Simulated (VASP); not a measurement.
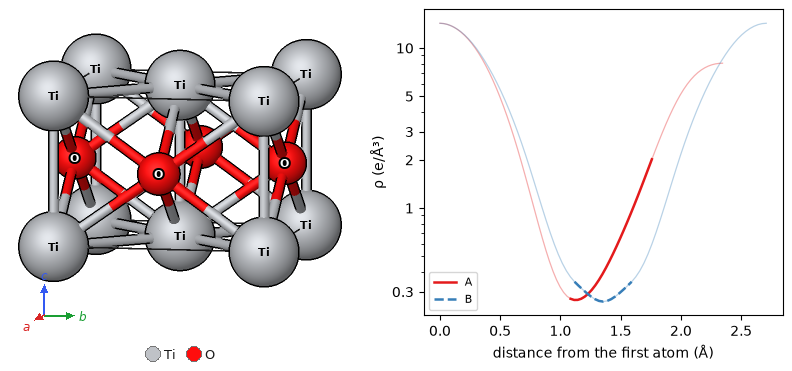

Figure 1: TiO. Valence charge density (pseudo) along straight lines between neighbouring atoms. Thin, pale parts lie inside the atomic spheres. The structure is drawn too.

Space group Pm-3m; a generated structure, not necessarily the stable one; built by placing these elements on a known structure type; computed pressure about −28 GPa in this cell; spin-polarised.

The calculation used Kohn-Sham DFT of a periodic cell, LDA, VASP PAW LDA potentials, recommended (VASP 6.6.1).

The density is the valence pseudo-density of a PAW calculation; it isn't the true density close to the nuclei.

Q: Which curve belongs to which contact (Ti–O and Ti–Ti)? The first atom named is at distance zero.

A: Curve A: Ti–O (2.35 Å): the density is about 0.27 e/Å³ at the midpoint. Curve B: Ti–Ti (2.71 Å): the density is about 0.26 e/Å³ at the midpoint.
